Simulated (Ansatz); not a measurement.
MgI2 (slab)

Input

```
crystal:
  lattice:
    - [4.1311065861, 0.0, 0.0]
    - [-2.0655532931, 3.5776432493, 0.0]
    - [0.0, 0.0, 24.2265089959]
  atoms:
    - { symbol: I, position: [0.3333333333, 0.6666666667, 0.1857469436] }
    - { symbol: Mg, position: [0.0, 0.0, 0.2551596373] }
    - { symbol: I, position: [0.6666666667, 0.3333333333, 0.324572331] }
    - { symbol: I, position: [0.6666666667, 1.0, 0.4826636186] }
    - { symbol: Mg, position: [0.3333333333, 0.3333333333, 0.5520763123] }
    - { symbol: I, position: [1.0, 0.6666666667, 0.621489006] }
basis:
  ecutwfc: 420
kpoints:
  mp_grid: { grid: [9, 9, 1] }
hamiltonian:
  xc: pbe
  dispersion: d3bj
scf:
  occupations: { method: gaussian, width: 0.05 }
output:
  forces: true
  eigenvalues: true
  write_density: true
  write_potential: true
  elf: true
  volumetric_format: npy
efield:
  axis: 3
  dipole_correction: true
  ramp_width: 0.04
```

Launched as:

```sh
ansatz run input.yaml --threads 1 --pin off --max-ram 3072MiB --backend cpu --events-out ev --progress --plain --runs-dir out
```

These are results of Ansatz 0.2.0, DFT PBE+D3(BJ), scalar-relativistic, plane waves, PAW, not measurements.

> What can the converged valence pseudo-density and electron localisation function tell about the bonding?

Mg–I (2.92 Å): ρ at the midpoint is about 0.26 e/Å³; the ELF peaks at about 0.85 in the valence shell of I, 1.3 Å from its nucleus, and falls to about 0.05 next to Mg; a closed-shell, largely ionic contact.

> Does the calculation make it a metal, or give it a gap?

It is gapped, with a Kohn–Sham gap of 3.6 eV on the k-point mesh (the band edges may lie off the mesh, which would make the gap smaller).

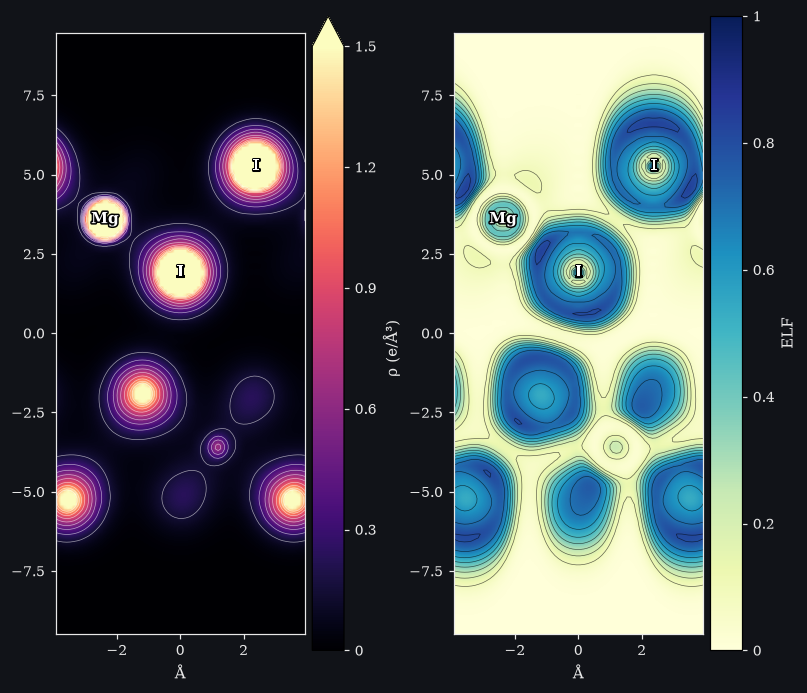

Computed valence pseudo-density and electron localisation function on the (110) plane of the calculation cell, a cut from vacuum to vacuum, in this order. Atoms just off the plane (I, 0.7 Å away and Mg, 0.7 Å away) can leave unmarked features too.

The density is the valence pseudo-density of a PAW calculation; it isn't the true density close to the nuclei.
